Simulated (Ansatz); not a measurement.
**ScAl$_{2}$: density, localisation and related maps**

Input

```
crystal:
  lattice:
    - [0.0, 3.3400196492, 3.7634024216]
    - [4.186785194, 0.0, 3.7634024216]
    - [4.186785194, 3.3400196492, 0.0]
  atoms:
    - { symbol: Sc, position: [0.5, 0.5, 0.5] }
    - { symbol: Sc, position: [0.75, 0.75, 0.75] }
    - { symbol: Al, position: [0.125, 0.125, 0.125] }
    - { symbol: Al, position: [0.625, 0.125, 0.125] }
    - { symbol: Al, position: [0.125, 0.625, 0.125] }
    - { symbol: Al, position: [0.125, 0.125, 0.625] }
basis:
  ecutwfc: 420
kpoints:
  mp_grid: { grid: [12, 12, 12] }
hamiltonian:
  xc: pbesol
scf:
  occupations: { method: gaussian, width: 0.15 }
output:
  forces: true
  stress: true
  eigenvalues: true
  write_density: true
  write_potential: true
  elf: true
  volumetric_format: npy
```

Launched as:

```sh
ansatz run input.yaml --threads 1 --pin off --max-ram 2560MiB --backend cpu --events-out ev --progress --plain --runs-dir out
```

Below, planes, directions and counts refer to the conventional cell (a = 6.68 Å, b = 7.53 Å, c = 8.37 Å, α = 90.00°, β = 90.00°, γ = 90.00°).

Space group Fddd; a structure from a database of computed crystals, not necessarily the ambient phase; changed on purpose from its base cell (strain +0.1125 x Voigt [1, -1, 0, 0, 0, 0], atoms carried along); computed pressure about 5 GPa in this cell.

Theory: DFT PBEsol, scalar-relativistic, plane waves, PAW in Ansatz.

Core electrons are frozen (PAW), and the valence fields are smoothed inside the atomic spheres.

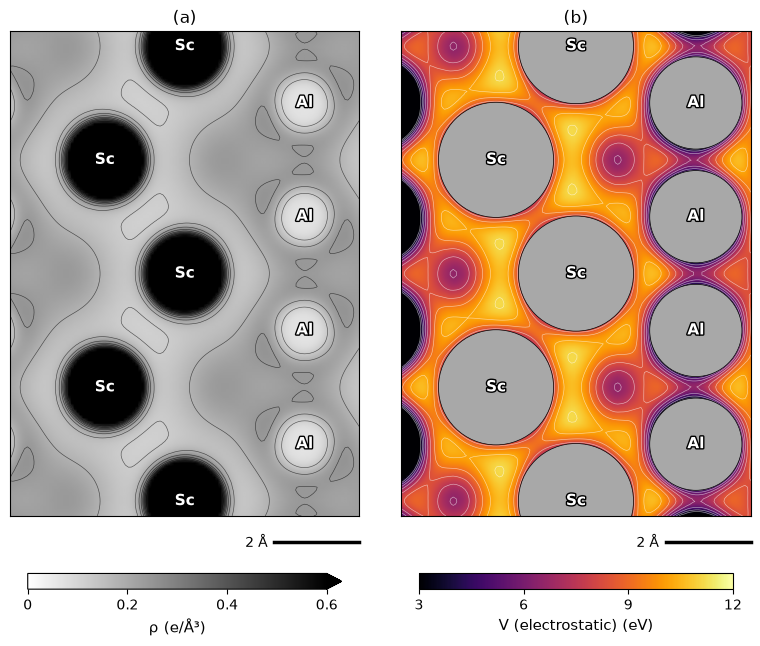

Figure 1. (a) valence pseudo-density; (b) electrostatic potential (local pseudopotential plus Hartree) felt by an electron on the (101) plane of the conventional cell. Grey discs cover the atomic cores in the potential map.

**What does the map show?**

- The section cuts through Sc and Al sites.
- Sc–Sc (3.27 Å): ρ is about 0.11 e/Å³ halfway.
- Al–Al (2.68 Å): ρ at the midpoint is about 0.24 e/Å³.
- Sc–Al (3.12 Å): ρ at the midpoint is about 0.15 e/Å³.
- Between the atoms the lowest density in this plane is 0.11 e/Å³.
- Outside the cores the potential energy rises away from the atoms and is highest about 1.7 Å from the nearest atoms; its zero is arbitrary.

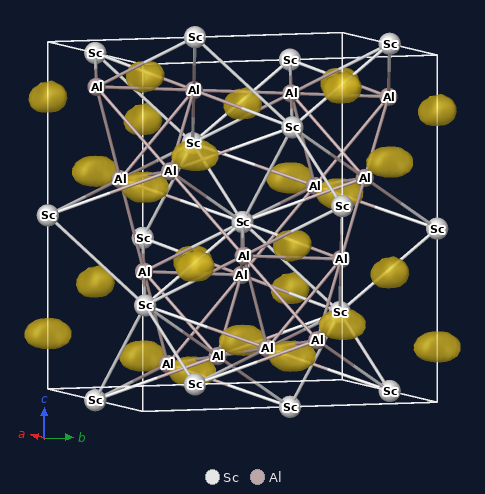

Figure 2. Isosurface of the ELF at 0.75 (yellow), seen at an oblique angle. Only the valence region is drawn (cores and ρ < 0.01 e/Å³ removed). Sticks mark near contacts.

**Describe the localisation domains.**

At this value the surface marks out 16 pockets between the atoms, centred on no nucleus (multi-centre or interstitial), counted in one cell of 24 atoms. Regions shared between cells count once.


Al–Al (2.52 Å): the ELF peaks at about 0.75 between the atoms. Sc–Al (2.87 Å): the ELF peaks at about 0.65 in the valence shell of Al, 1.1 Å from its nucleus, and is about 0.35 at the midpoint.

**Does the calculation give a band gap?**

It is gapless in this calculation (a metal or semimetal).
